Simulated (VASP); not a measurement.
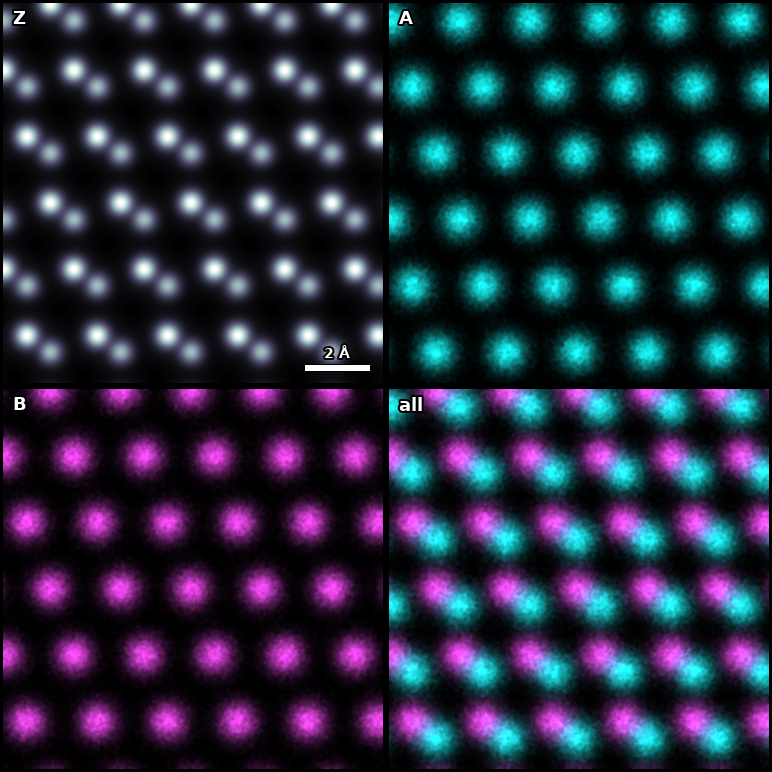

BN (F-43m, No. 216) along [110]. Panel Z: The image is simulated as a sum over atoms of Z^1.6, blurred by a 0.51 Å probe (no channelling). The probe carries 15 % of its weight in a tail 2.5 times as wide. The display is stretched by a gamma of 0.65; percentages refer to the linear signal. The other panels are simulated element maps (the number of atoms of one element along the beam, blurred by 0.9 Å, with counting noise; each on its own scale, no channelling); the last overlays them. Model: the end point of a relaxation with VASP 6.6.1, VASP Kohn-Sham DFT of a periodic cell, PBE, VASP PAW PBE potentials, soft.

```
N B
1.0
     3.62600    0.00000    0.00000
     0.00000    3.62600    0.00000
     0.00000    0.00000    3.62600
N B
4 4
Direct
  0.50000 0.50000 0.00000
  0.50000 0.00000 0.50000
  0.00000 0.50000 0.50000
  0.00000 0.00000 0.00000
  0.25000 0.25000 0.25000
  0.25000 0.75000 0.75000
  0.75000 0.25000 0.75000
  0.75000 0.75000 0.25000
```

Question: Which element does each lettered map show?

Answer: A: B, B: N. The projected cell (2.22 × 2.22 Å, 109°) holds 2 columns: 1 of N and 1 of B. No column is shared by two of the mapped elements.
